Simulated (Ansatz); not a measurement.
**Nudged elastic band, with input and output: GeSi16 (charge +12) (part 2 of 2)**

GeSi16 (defect cell, 17 atoms in the cell, total charge +12); DFT PBE, scalar-relativistic, plane waves, PAW, PAW set soft_1 (Ansatz 0.2.0); cutoff 420 eV, 2×2×2 k-mesh, Gaussian smearing of 0.05 eV. The run did not end well. One setting was made poor on purpose. It belongs to a series of runs on one base structure; here: an input spoilt on purpose.

Geometry of the input (Å; fractional positions):
```
0.0000  5.4300  5.4300
5.4300  0.0000  5.4300
5.4300  5.4300  0.0000
Si 0.0115  -0.0348  0.0103
Si 0.1588  0.1131  0.1144
Si 0.0177  -0.0024  0.4862
Si 0.1268  0.1067  0.6383
Si 0.0115  0.5120  0.0104
Si 0.1015  0.6018  0.1940
Si -0.0251  0.4753  0.5738
Si 0.1269  0.6274  0.6385
Si 0.5223  0.0229  -0.0687
Si 0.6123  0.1130  0.1146
Si 0.4971  -0.0023  0.4865
Si 0.6489  0.1494  0.5518
Si 0.4647  0.5121  0.0102
Si 0.6124  0.6594  0.1144
Si 0.4971  0.5181  0.4863
Si 0.6063  0.6273  0.6382
Ge 0.8120  0.3127  0.0616
```

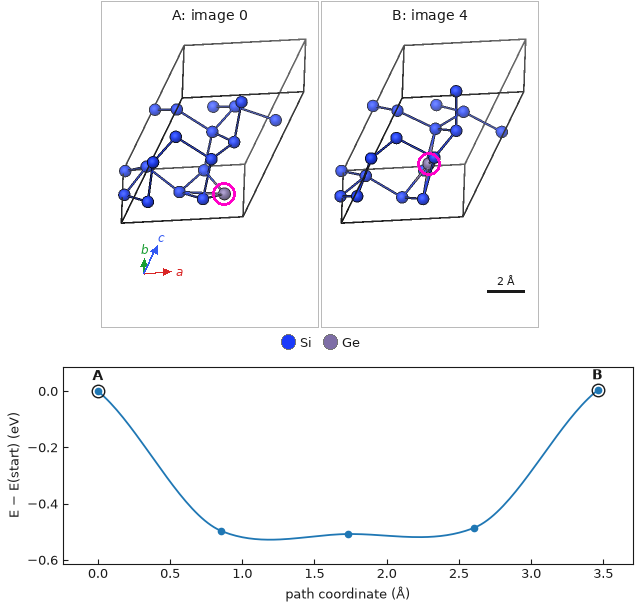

**Figure 1.** Images of the last band (counted from 0; ball-and-stick, reduced simulation cell, seen at an oblique angle), with the moving atom and its periodic copies ringed, above the energy along the path; the line is a cubic interpolation that uses the forces. No image lies above both ends; the end is 0.003 eV above the start. The path is 3.46 Å long, and Ge17 moves most (1.95 Å). The band had not converged after 3 iterations. The end points carry forces over 0.1 eV/Å, so they aren't fully relaxed minima and the barriers are approximate.

```
preconditioner: auto → Kerker (q_TF=auto, 2.097 Å⁻¹)  [metal: Δε(μ)=0.030 eV  Ē_g=7.181 eV  σ=0.050 eV  W_gap=0.32  n_scr=58 (ndim 8)  ℏωp=15.5 eV  f_vac=0.000  D(μ)=6.31/eV (n_scr^D=26)]
Step cancelled. What follows is not a result of the run: it is the report of the last solve that finished, which converged after 11 SCF iterations.
Free energy (F): -14538.835635 eV
Harris-Foulkes:  -14538.835635 eV  (|F-HF|=1.83e-9)
Internal energy: -14538.821893 eV  (E = F + TS)
E sigma→0 (E₀):  -14538.828764 eV
Entropy (-TS):   -0.013743 eV (-0.808 meV/atom)
Fermi energy:    5.520353 eV
--- Per-component energies (eV) ---
  E_band       = -113.732953
  E_kinetic    = 590.449625
  E_local      = -3416.322283  (includes V_loc(G=0)·N_el)
  E_nonlocal   = 538.937045
  E_hartree    = 1577.704115
  E_xc         = -856.133852
  E_vxc        = -674.935877  (∫ρ·V_xc dr)
  E_paw        = -10186.132424  (= ΣΔE_a)
  E_vpaw       = -307.269650  (= ΣTr[D̂ρ^β])
  E_aug_tail   = 0.000647  (compensation charges beyond the density's cutoff)
  E_ewald      = -2787.324768
  E_smearing   = -0.013743  (= −TS)
  E_closure    = -0.000000  (closes the sum)
  E_deformation_potential = 162.705399  (in the stress; not in F)
  Σ components = -14538.835635   (vs F -14538.835635, Δ=0.00e0)
--- Forces (eV/Å), atoms counted from 1 ---
  atom   1  Si     0.01988269    -0.12531853    -0.23487232
  atom   2  Si    -0.02740523     0.33956351     0.02740317
  atom   3  Si     0.13412701     0.05666771    -0.13416054
  atom   4  Si    -0.06282891     0.04453453     0.09118254
  atom   5  Si     0.23517215    -0.12527638    -0.02027016
  atom   6  Si     0.13623543     0.01419621    -0.13615539
  atom   7  Si    -0.22732105     0.40141594     0.22781305
  atom   8  Si    -0.09126392     0.04457104     0.06306469
  atom   9  Si     0.13019573    -0.33840961    -0.13046472
  atom  10  Si    -0.18594052    -0.35108935    -0.10538215
  atom  11  Si    -0.03395164     0.02729864     0.05422131
  atom  12  Si    -0.08801975     0.20480919     0.08844123
  atom  13  Si    -0.06007791    -0.19863999     0.05970810
  atom  14  Si     0.10429340    -0.35138132     0.18578440
  atom  15  Si    -0.05421772     0.02708096     0.03439048
  atom  16  Si    -0.01735747    -0.04113059     0.01701876
  atom  17  Ge     0.08848565     0.37108488    -0.08773031
  max |Σ_I F_I| component: 2.32e-5 eV/Å
--- Band table (eV; the first three rows and the last of 8) ---
  k-point 0: bands = ["-18.1525", "-18.1281", "-18.1125", "-18.1095", "-18.1022", "-5.6143", "-3.1913", "-2.7679", "-2.7480", "-2.6376", "-2.1351", "-1.0678", "-0.8761", "-0.8404", "-0.7294", "-0.6687", "-0.6092", "0.2026", "0.3719", "0.4218", "3.2077", "3.6205", "3.6708", "4.0092", "4.4697", "4.5378", "4.6179", "5.3418", "5.4907", "5.6079", "5.7763", "5.8211", "5.9617", "5.9664", "6.2522", "6.7500", "6.9099", "6.9945", "7.2941", "7.9254", "8.0250", "8.0784", "8.2310", "8.4261", "8.5399", "8.6380", "8.7621", "9.0415", "9.1055", "9.3522"]
  k-point 1: bands = ["-18.1525", "-18.1281", "-18.1125", "-18.1095", "-18.1022", "-5.3003", "-4.0630", "-2.8657", "-2.5979", "-2.4635", "-2.2318", "-2.0893", "-1.9257", "-0.4701", "0.1912", "0.4203", "0.7138", "0.8555", "0.9963", "1.6632", "2.8946", "3.0707", "3.0927", "3.2645", "3.5996", "3.7931", "3.8339", "4.4440", "4.6143", "4.7454", "5.0212", "5.1251", "5.2566", "5.5797", "6.0843", "6.2223", "6.3485", "6.7203", "7.9031", "8.0190", "8.5991", "8.6618", "9.0127", "9.1309", "9.1336", "9.7804", "10.0947", "10.2343", "10.8999", "10.9855"]
  k-point 2: bands = ["-18.1525", "-18.1281", "-18.1125", "-18.1095", "-18.1022", "-5.2892", "-4.0975", "-2.9305", "-2.5539", "-2.3457", "-2.2265", "-2.0996", "-1.9794", "-0.4623", "0.1696", "0.5044", "0.6910", "0.8560", "0.9357", "1.5879", "2.8999", "3.0686", "3.1424", "3.2991", "3.6655", "3.7687", "3.8290", "4.4522", "4.5512", "4.8796", "5.0017", "5.0354", "5.2965", "5.4912", "6.1197", "6.1613", "6.2802", "6.8018", "7.7954", "8.0482", "8.6820", "8.7909", "8.9454", "9.0650", "9.2056", "10.0737", "10.2247", "10.2605", "10.6413", "10.7323"]
  k-point 7: bands = ["-18.1525", "-18.1281", "-18.1125", "-18.1095", "-18.1022", "-5.2891", "-4.0976", "-2.9305", "-2.5538", "-2.3457", "-2.2265", "-2.0996", "-1.9795", "-0.4623", "0.1696", "0.5044", "0.6910", "0.8561", "0.9358", "1.5878", "2.8998", "3.0686", "3.1425", "3.2990", "3.6655", "3.7687", "3.8289", "4.4521", "4.5511", "4.8796", "5.0016", "5.0354", "5.2966", "5.4911", "6.1198", "6.1613", "6.2802", "6.8020", "7.7953", "8.0482", "8.6821", "8.7908", "8.9453", "9.0646", "9.2059", "10.0732", "10.2250", "10.2616", "10.6386", "10.7364"]
End of that report.
this run last wrote the band of iteration 3 to [file]
Error: SIGTERM received: cancelled by the caller after 1 completed SCF iterations
```

### The last band as extended XYZ (Å, eV, eV/Å)
```
17
Lattice="0.0000 5.4300 5.4300 5.4300 0.0000 5.4300 5.4300 5.4300 0.0000" Properties=species:S:1:pos:R:3:forces:R:3 image=0 energy=-14538.34975
Si   -0.1332    0.1185   -0.1265   -0.2232   0.0442  -0.0443
Si    1.2349    1.4831    1.4762   -0.0557   0.2363   0.0487
Si    2.6274    2.7364    0.0834   -0.0391  -0.0236   0.0383
Si    4.0454    4.1548    1.2678    0.0226   0.0403  -0.0396
Si    2.8366    0.1189    2.8426    0.0514   0.0464   0.2286
Si    4.3216    1.6046    3.8189    0.7872   0.7841  -0.7899
Si    5.6968    2.9797    2.4449   -0.1165  -0.1155   0.1175
Si    6.8737    4.1557    4.0957    0.0395   0.0389  -0.0226
Si   -0.2487    2.4632    2.9607   -0.7780  -0.7797   0.7736
Si    1.2359    3.9471    3.9383   -0.0491  -0.0449  -0.2409
Si    2.6294    5.3412    2.6870   -0.0399  -0.0385   0.0219
Si    3.8072    6.5199    4.3348    0.1095   0.1101  -0.1083
Si    2.8356    2.5785    5.3039    0.0456  -0.2294  -0.0400
Si    4.2020    3.9465    6.9059    0.2323  -0.0508   0.0473
Si    5.4541    5.3399    5.5127   -0.0237  -0.0391   0.0391
Si    6.8718    6.7576    6.6987    0.0410   0.0213  -0.0392
Ge    2.0325    4.7439    6.1073   -0.0042  -0.0001   0.0100
17
Lattice="0.0000 5.4300 5.4300 5.4300 0.0000 5.4300 5.4300 5.4300 0.0000" Properties=species:S:1:pos:R:3:forces:R:3 image=1 energy=-14538.84667
Si   -0.0368    0.0874   -0.2206    0.0457   0.0313  -0.0403
Si    1.3084    1.4168    1.4027    0.0932   0.2180  -0.0954
Si    2.6225    2.8317    0.0894   -0.1380   0.0432   0.1375
Si    4.0314    4.2711    1.2549    0.0930   0.0469  -0.0724
Si    2.9323    0.0880    2.7478    0.0408   0.0319  -0.0458
Si    4.3941    1.6653    3.7478    0.0278  -0.0302  -0.0279
Si    5.6484    3.1662    2.4946    0.2117   0.3861  -0.2108
Si    6.8879    4.2722    4.1111    0.0731   0.0477  -0.0931
Si   -0.2419    2.1769    2.9542   -0.1068  -0.3334   0.1053
Si    1.1619    3.7846    3.9065   -0.0980  -0.3526  -0.1903
Si    2.5134    5.3216    2.7152   -0.2391  -0.1249   0.0334
Si    3.7632    6.5389    4.3802   -0.0017   0.3262   0.0042
Si    2.8193    2.4932    5.3214    0.0621  -0.2093  -0.0621
Si    4.2338    3.7834    6.9805    0.1895  -0.3535   0.0965
Si    5.4268    5.3200    5.6300   -0.0343  -0.1268   0.2408
Si    6.7642    6.8718    6.8073   -0.1409   0.0157   0.1400
Ge    2.4509    4.9077    5.6903   -0.0780   0.3835   0.0806
17
Lattice="0.0000 5.4300 5.4300 5.4300 0.0000 5.4300 5.4300 5.4300 0.0000" Properties=species:S:1:pos:R:3:forces:R:3 image=2 energy=-14538.85740
Si    0.0283   -0.0232   -0.2309   -0.0305   0.0776  -0.1868
Si    1.5145    1.3017    1.1981    0.1755   0.2278  -0.1761
Si    2.7162    2.9136   -0.0031   -0.0032   0.0182   0.0037
Si    4.0233    4.3121    1.3017    0.0101   0.0795   0.0121
Si    2.9438   -0.0228    2.6844    0.1874   0.0784   0.0290
Si    4.2559    1.5426    3.8871    0.0691  -0.0595  -0.0686
Si    5.4265    3.1638    2.7173   -0.0039   0.4488   0.0053
Si    6.8418    4.3128    4.1203   -0.0127   0.0791  -0.0106
Si    0.0027    2.1469    2.7104    0.0131  -0.6382  -0.0136
Si    1.1870    3.7376    3.8937   -0.1416  -0.3875  -0.1429
Si    2.4907    5.4104    2.7361   -0.1790   0.0800  -0.0241
Si    3.9207    6.7372    4.2233   -0.1948   0.1977   0.1970
Si    2.7135    2.4499    5.4283   -0.0022  -0.4267   0.0022
Si    4.2478    3.7366    6.9563    0.1410  -0.3883   0.1408
Si    5.4067    5.4089    5.6534    0.0229   0.0796   0.1801
Si    6.5998    6.9774    6.9726   -0.0659  -0.0600   0.0650
Ge    2.7172    4.8987    5.4254    0.0148   0.5936  -0.0125
17
Lattice="0.0000 5.4300 5.4300 5.4300 0.0000 5.4300 5.4300 5.4300 0.0000" Properties=species:S:1:pos:R:3:forces:R:3 image=3 energy=-14538.83563
Si    0.0061   -0.1098   -0.2030    0.0199  -0.1253  -0.2349
Si    1.6703    1.1047    1.0436   -0.0274   0.3396   0.0274
Si    2.8086    2.8286   -0.0944    0.1341   0.0567  -0.1342
Si    3.9769    4.2670    1.3131   -0.0628   0.0445   0.0912
Si    2.9170   -0.1097    2.7079    0.2352  -0.1253  -0.0203
Si    4.0901    1.4368    4.0539    0.1362   0.0142  -0.1362
Si    5.2087    3.1595    2.9358   -0.2273   0.4014   0.2278
Si    6.8312    4.2673    4.1674   -0.0913   0.0446   0.0631
Si    0.2467    2.1839    2.4674    0.1302  -0.3384  -0.1305
Si    1.1999    3.7907    3.8721   -0.1859  -0.3511  -0.1054
Si    2.5041    5.5212    2.6701   -0.0340   0.0273   0.0542
Si    4.1266    6.8526    4.0178   -0.0880   0.2048   0.0884
Si    2.6087    2.4987    5.5347   -0.0601  -0.1986   0.0597
Si    4.2712    3.7901    6.9442    0.1043  -0.3514   0.1858
Si    5.4737    5.5206    5.6405   -0.0542   0.0271   0.0344
Si    6.4656    7.0978    7.1082   -0.0174  -0.0411   0.0170
Ge    2.9875    4.9113    5.1564    0.0885   0.3711  -0.0877
17
Lattice="0.0000 5.4300 5.4300 5.4300 0.0000 5.4300 5.4300 5.4300 0.0000" Properties=species:S:1:pos:R:3:forces:R:3 image=4 energy=-14538.34701
Si   -0.0178   -0.0866   -0.0884    0.0182  -0.0388  -0.0401
Si    1.6190    1.0987    1.0962   -0.0963   0.0968   0.0964
Si    2.8038    2.7357   -0.0887    0.0393  -0.0184  -0.0392
Si    3.9904    4.1570    1.3255   -0.0437   0.0449   0.0143
Si    2.8035   -0.0867    2.7330    0.0401  -0.0387  -0.0182
Si    3.9902    1.3269    4.1550   -0.0450   0.0135   0.0451
Si    5.1609    2.9858    2.9842    0.1290  -0.1290  -0.1290
Si    6.8196    4.1569    4.1548   -0.0144   0.0448   0.0437
Si    0.2460    2.4697    2.4690    0.7559  -0.7563  -0.7559
Si    1.2355    3.9503    3.9503   -0.2626  -0.0579  -0.0579
Si    2.5938    5.5511    2.5757   -0.0399   0.0400  -0.2131
Si    4.1951    6.9106    3.9499    0.0602   0.2650  -0.0602
Si    2.5943    2.5766    5.5507   -0.0378  -0.2115   0.0378
Si    4.1947    3.9502    6.9096    0.0580  -0.0581   0.2628
Si    5.5694    5.5512    5.5513    0.2132   0.0402   0.0400
Si    6.5361    7.0398    7.0389   -0.8008   0.8017   0.8009
Ge    3.4152    4.7316    4.7300    0.0266  -0.0383  -0.0273
```

### Outcome

```csv
quantity,value
outcome,stopped at the time limit
"barrier, forward (band not converged)",0.003 eV
"barrier, backward",0.000 eV
hardware,"1 thread of AMD EPYC 7571, 64 GiB of memory available, shared host"
wall time,4 min
peak memory,0.77 GiB
```

### Diagnosis

The run was cut off by its time limit, so the output is incomplete. A deliberately poor setting: bad input.
